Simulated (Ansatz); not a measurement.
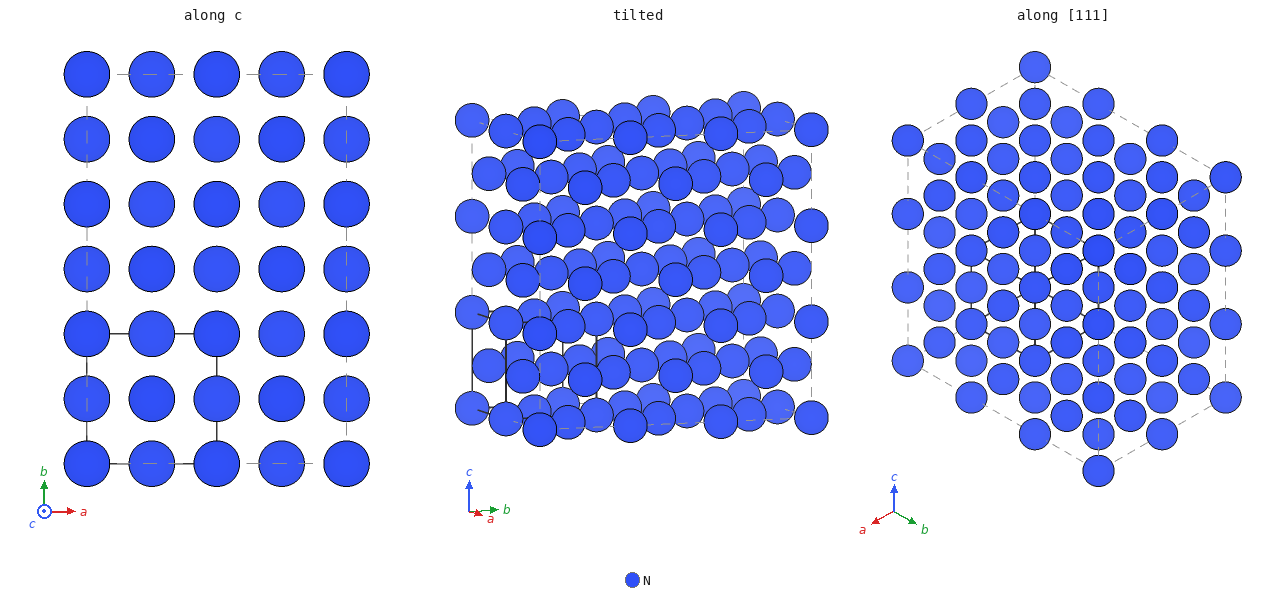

Structure drawing (spheres-only), viewed along the c axis, slightly off an axis and along [111]. The solid box is one conventional unit cell, and 2×3×3 cells are shown. Cell: a = 3.140 Å, b = 3.140 Å, c = 3.140 Å, α = 90.00°, β = 90.00°, γ = 90.00°.

What structure is drawn here?

The element is nitrogen. Space group: Fm-3m (No. 225). Lattice: face-centred cubic. Type of structure: face-centred cubic (Cu type). The cell holds four atoms.

Its origin is a structure listed in the Materials Project. The cell was then strained or its atoms displaced on purpose. Ansatz was used for an electronic-structure calculation on it.
